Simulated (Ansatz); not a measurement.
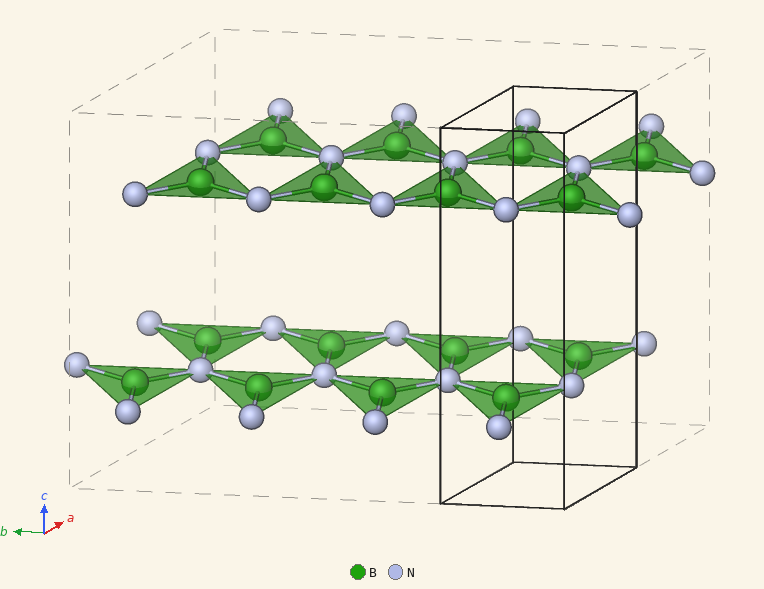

View from a general direction, drawn as a polyhedral model. A 2×4×1 array of cells is drawn; the conventional unit cell has the solid edges. Some atoms of the next cells are drawn as well.

Explain the picture.

- Formula: BN.
- Space group P6_3/mmc (No. 194), lattice primitive hexagonal.
- Content of the cell: 2 B, 2 N (Z = 2).
- The polyhedra are BN3 triangles; they share corners.
- B is linked to three N in a trigonal planar arrangement. The neighbours of N are three B in a trigonal planar arrangement.
- The bonds build BN layers parallel to (001).

Starting structure: a structure listed in the Materials Project. What is shown is the relaxed result from DFT PBE, scalar-relativistic, plane waves, PAW in Ansatz 0.2.0.
